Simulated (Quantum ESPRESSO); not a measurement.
## A series of single points on BN

System: BN (4 atoms in the cell).
Method: Kohn-Sham DFT of a periodic cell, PBE, SSSP 1.3 efficiency PBE, no spin polarisation (Quantum ESPRESSO 7.5).

The 7 runs differ only in the geometry, by an even scaling of the cell at fixed fractional positions. The structure derives from an entry of the Crystallography Open Database.

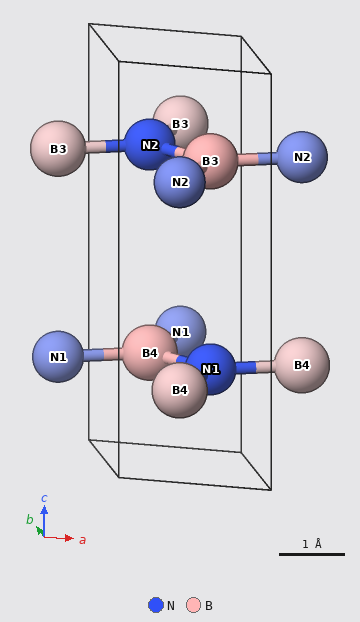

Figure 1. The structure of run 4 (ball-and-stick view of the cell of the calculation, seen slightly off an axis; neighbours outside the cell are drawn fainter; atoms are numbered from 1 in the order of the input).

## Input of run 4
```
&CONTROL
  calculation = 'scf'
  prefix = 'pwscf'
  outdir = './tmp'
  pseudo_dir = './pseudo'
  tprnfor = .true.
  tstress = .true.
  disk_io = 'nowf'
/
&SYSTEM
  ibrav = 0
  nat = 4
  ntyp = 2
  ecutwfc = 60
  ecutrho = 480
  nbnd = 14
  occupations = 'smearing'
  smearing = 'fd'
  degauss = 0.00367493
/
&ELECTRONS
  conv_thr = 8d-10
  electron_maxstep = 120
  mixing_beta = 0.5
/
ATOMIC_SPECIES
N     14.0070 N.pbe-n-radius_5.UPF
B     10.8100 b_pbe_v1.4.uspp.F.UPF
CELL_PARAMETERS angstrom
   2.4982400000    0.0000000000    0.0000000000
  -1.2491200000    2.1635393048    0.0000000000
   0.0000000000    0.0000000000    6.6357000000
ATOMIC_POSITIONS crystal
N      0.6666666667    0.3333333333    0.2500000000
N      0.3333333333    0.6666666667    0.7500000000
B      0.6666666667    0.3333333333    0.7500000000
B      0.3333333333    0.6666666667    0.2500000000
K_POINTS automatic
12 12 4 0 0 0
```

Command:
```bash
OMP_NUM_THREADS=1 pw.x -in pw.in > pw.out
```

Lattice vectors (Å) and fractional positions of run 4:
```
   2.498240    0.000000    0.000000
  -1.249120    2.163539    0.000000
   0.000000    0.000000    6.635700
N   0.666667  0.333333  0.250000
N   0.333333  0.666667  0.750000
B   0.666667  0.333333  0.750000
B   0.333333  0.666667  0.250000
```

Run 6 differs from it as follows:
```diff
-   2.4982400000    0.0000000000    0.0000000000
-  -1.2491200000    2.1635393048    0.0000000000
-   0.0000000000    0.0000000000    6.6357000000
+   2.5311153490    0.0000000000    0.0000000000
+  -1.2655576745    2.1920101922    0.0000000000
+   0.0000000000    0.0000000000    6.7230218559
```

## Results, with one run withheld

```csv
run,volume per atom (Å³),"free energy per atom, from the lowest run given (meV)",pressure (GPa),gap on the mesh (eV)
1,8.429,44.32,21.35,4.38
2,8.608,23.67,15.03,4.36
3,8.787,9.78,9.26,4.33
4,8.967,2.07,3.99,4.31
5,9.146,0.00,−0.82,4.29
6,9.325,?,?,?
7,9.505,10.87,−9.23,4.24
```

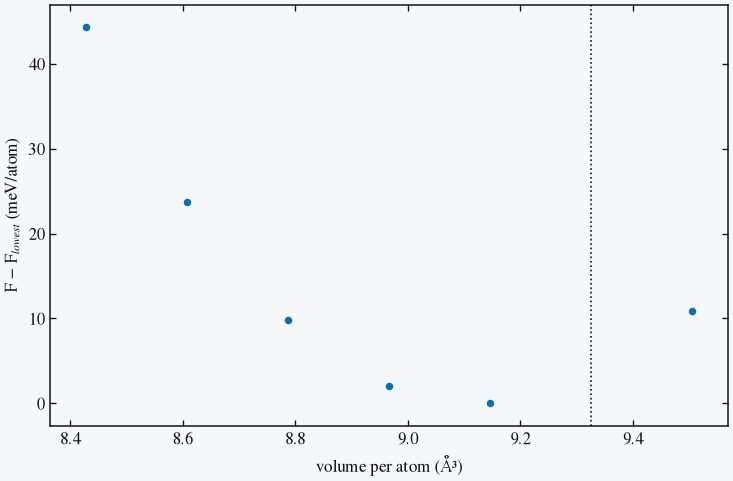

Figure 2. Free energy per atom of the runs given; the dotted line marks run 6.

Fit the runs given and predict run 6.

A cubic polynomial in V^(−2/3) (the Birch–Murnaghan form), fitted to the 6 runs given, misses them by at most 0.01 meV per atom. With x = V^(−2/3) − 0.23293 Å⁻², it reads F = 4.4262 + 2261.3 x + 2.863e+05 x² − 1.7794e+05 x³ (meV per atom). At run 6 it gives 3.07 meV per atom, and the run itself gives 3.07. The slope of the fit gives a pressure −dF/dV of −4.90 GPa there, and the run prints −5.21 GPa. The two needn't agree exactly: the fit is approximate, and the printed stress is taken on a finite basis. The fit has its minimum at 9.126 Å³ per atom, where V d²F/dV² gives 236 GPa. Cell shape and fractional positions are held, so this is the stiffness under even scaling; the relaxed bulk modulus wasn't computed and can be far lower in a crystal of layers, chains or molecules like this one. The gap on the mesh goes, without turning, from 4.38 eV in run 1 to 4.24 eV in run 7; run 6 has 4.26 eV. These are gaps of this functional on this mesh, which can miss the band edges; they aren't the measured gap.

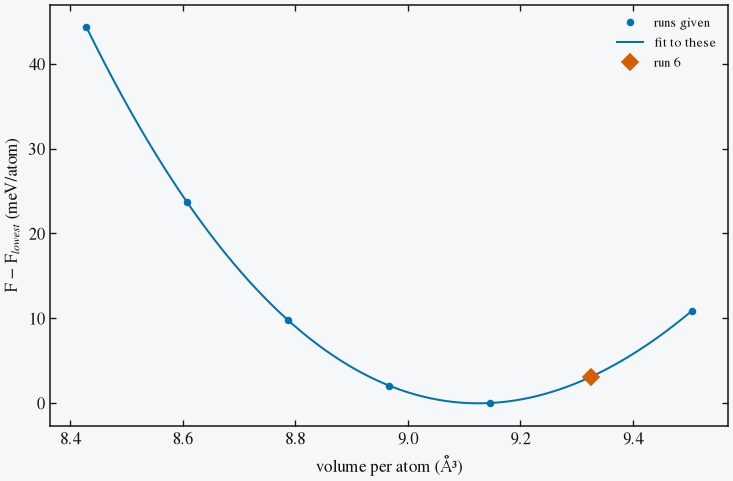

Figure 3. The fit and the withheld run.

## Some lines of the output (run 6)
```
[...]
     total energy              =     -53.38521234 Ry
     total energy              =     -53.53300506 Ry
     total energy              =     -53.54068211 Ry
     total energy              =     -53.54211726 Ry
     total energy              =     -53.54246125 Ry
     total energy              =     -53.54250125 Ry
     total energy              =     -53.54250569 Ry
     total energy              =     -53.54250577 Ry
     total energy              =     -53.54250579 Ry
     the Fermi energy is     7.5331 ev
!    total energy              =     -53.54250579 Ry
     The total energy is F=E-TS. E is the sum of the following terms:
     Computing stress (Cartesian axis) and pressure
          total   stress  (Ry/bohr**3)                   (kbar)     P=      -52.11
```
